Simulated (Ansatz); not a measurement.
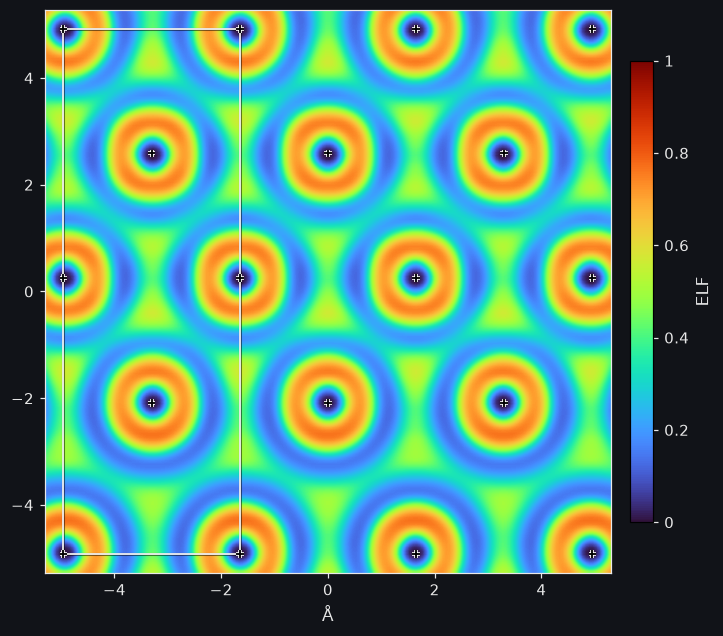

The ELF on a plane through atoms (crosses mark nuclei in the plane).

All numbers below come from DFT r2SCAN, scalar-relativistic, plane waves, PAW (Ansatz).

Candidates:
A. Ta, a = 3.30 Å, b = 4.67 Å, c = 9.85 Å, α = 90.00°, β = 90.00°, γ = 90.00°. Space group Cmme; not relaxed (largest force 1.2 eV/Å); computed pressure about −7 GPa in this cell.
B. SiW3, a = 5.18 Å, b = 5.18 Å, c = 5.33 Å, α = 90.00°, β = 90.00°, γ = 90.00°. Space group I4/mmm; a structure from a database of computed crystals, not necessarily the ambient phase; changed on purpose from its base cell (strain +0.0300 x Voigt [0, 0, 1, 0, 0, 0], atoms carried along); computed pressure about −5 GPa in this cell.

Which candidate gave the map?

Answer. Candidate A: Ta on the (010) plane of the conventional cell, which holds Ta. Ta–Ta (2.86 Å): the ELF is about 0.30 at the midpoint.
